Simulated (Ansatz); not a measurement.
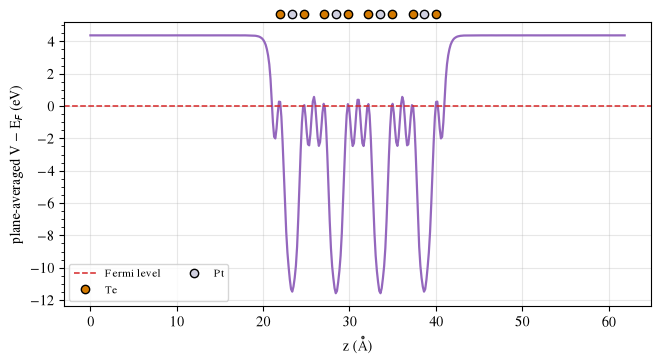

*Te2Pt (slab). Plane average of the electrostatic potential energy of an electron across the slab. Circles mark the heights of the atoms.*

Level of theory: DFT PBE+D3(BJ), scalar-relativistic, plane waves, PAW (Ansatz 0.2.0).

Core electrons are frozen (PAW), and the valence fields are smoothed inside the atomic spheres.

Q: How far below the vacuum level is the Fermi level?

A: The potential is flat in the vacuum, 4.37 eV above the Fermi level; this is the work function, the same on both faces.

Q: What are the slab's thickness and the vacuum gap?

A: The outermost nuclei are 18.1 Å apart, in 12 atomic planes; the vacuum between periodic images is 43.9 Å wide.
